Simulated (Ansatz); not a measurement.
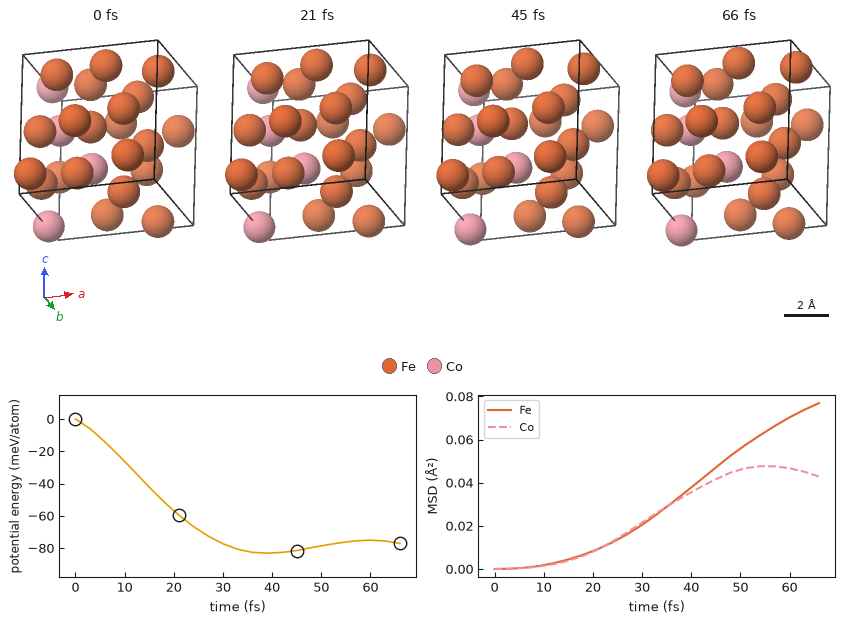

Molecular dynamics of an amorphous cell of composition Fe7Co (24 atoms in the cell), 66 fs long. It starts from the last geometry of an earlier run, with fresh velocities. Frames and the history of the run. Style: spheres-only. Shown: the simulation cell, from a free direction.

All numbers below come from DFT PBEsol, scalar-relativistic, plane waves, PAW (Ansatz). Settings: plane-wave cutoff 420 eV; k-point mesh 1 × 1 × 1; Fermi-Dirac smearing 0.05 eV; volume 1.04 times that of the relaxed crystal; set temperature 300 K; time step 3 fs.

Question: What do the frames and curves show?

Answer: Root-mean-square distances from the starting positions over the second half, with the common drift of all atoms taken out: Fe 0.23 Å, Co 0.20 Å. The run lasts only 66 fs, too short to tell vibration from diffusion. Over the second half the temperature averages 519 K (spread ±157 K). That is above the set 300 K, because the structure releases potential energy faster than the thermostat removes it. The temperature is still falling (723 K in the second quarter, 367 K in the last), so the run isn't equilibrated. The potential energy in the second half lies on average 79.0 meV per atom below the first frame. The first frame is far from relaxed (forces up to 2.9 eV/Å), so much of the motion is the structure settling. The mean pressure there is −20.1 GPa.

Limits of the set-up: the k-point mesh is coarse for a cell with partly filled bands; the periodic images lie only 6.3 Å apart, so the values are limited by the cell's size; an element that often carries a moment was run without spin polarisation.

Cost: 5.5 min on 2 threads of AMD EPYC (Zen 3), on a shared host, peak memory 0.69 GiB.
